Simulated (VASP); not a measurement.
```
CELL_PARAMETERS angstrom
3.08318 0.00000 0.00000
-1.54159 2.67011 0.00000
0.00000 0.00000 15.96368
ATOMIC_POSITIONS crystal
C 0.33333 0.66667 0.11586
C 0.00000 0.00000 0.44919
C 0.66667 0.33333 0.78252
Si 0.66667 0.33333 0.25881
Si 0.33333 0.66667 0.59214
Si 0.00000 0.00000 0.92547
Si 0.00000 0.00000 0.07453
Si 0.66667 0.33333 0.40786
Si 0.33333 0.66667 0.74119
C 0.33333 0.66667 0.21748
C 0.00000 0.00000 0.55081
C 0.66667 0.33333 0.88414
```

Space group R-3m; started from the ordered alloy on diamond lattice prototype, which need not be the ambient phase; not relaxed (largest force 0.3 eV/Å).

Method: VASP 6.6.1, DFT, PBEsol, plane waves, PAW.

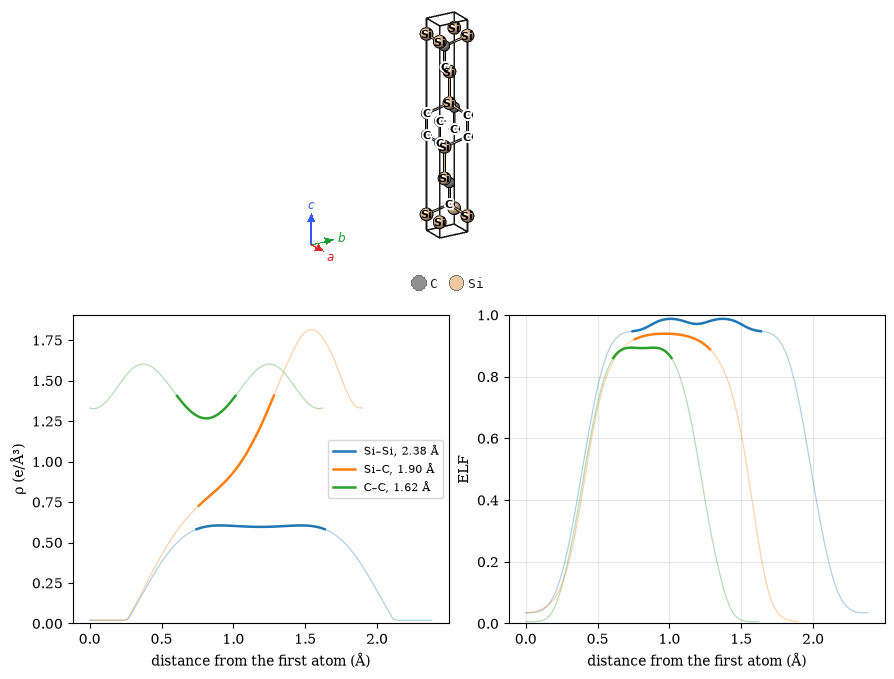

SiC. Valence charge density (pseudo) and ELF along straight lines between neighbouring atoms. Thin, pale parts lie inside the atomic spheres. The structure is drawn too.

The density is the valence pseudo-density of a PAW calculation; it isn't the true density close to the nuclei.

What kind of bonding do the profiles show?

Answer. Si–Si (2.38 Å): the density is about 0.6 e/Å³ at the midpoint; the ELF peaks at about 1 between the atoms: a covalent bond.
Si–C (1.90 Å): ρ at the midpoint is about 0.88 e/Å³; the ELF peaks at about 0.95 between the atoms: a shared electron pair.
C–C (1.62 Å): the density is about 1.3 e/Å³ at the midpoint; the ELF peaks at about 0.90 between the atoms, as expected for a shared electron pair.
